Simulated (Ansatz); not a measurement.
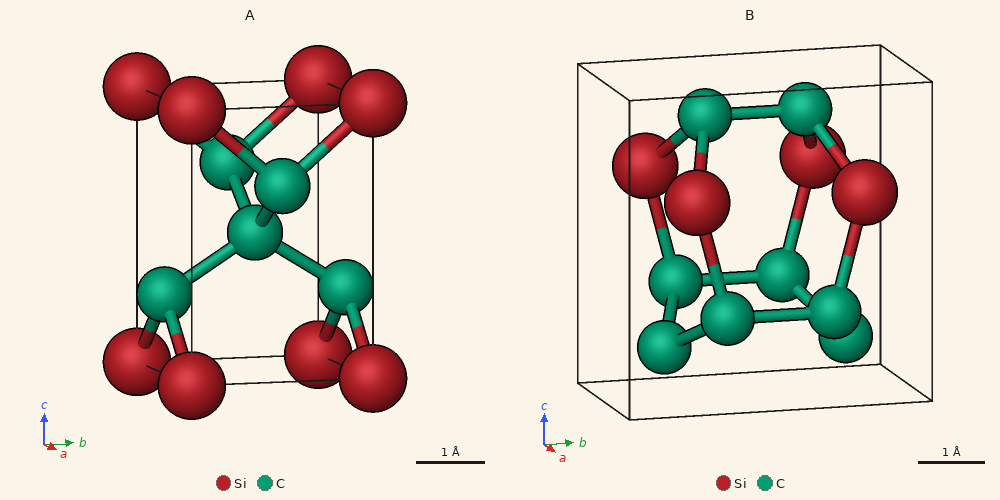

Two structures of SiC3, each relaxed to rest (conventional cells in solid outline, small ones repeated, not to one scale). Method: DFT PBE, scalar-relativistic, plane waves, PAW in Ansatz, without spin polarisation.

Which structures are these?

A: 4 atoms a cell on a primitive tetragonal lattice, P-4m2. B: 8 atoms a cell on a primitive orthorhombic lattice, Pmm2.

Which polymorph is favoured?

A is lower, by 232 meV/atom at this level of theory (energies at zero smearing). Volumes: A 8.1, B 8.4 Å³/atom.

One or both may be structure types tried for this composition rather than known phases.
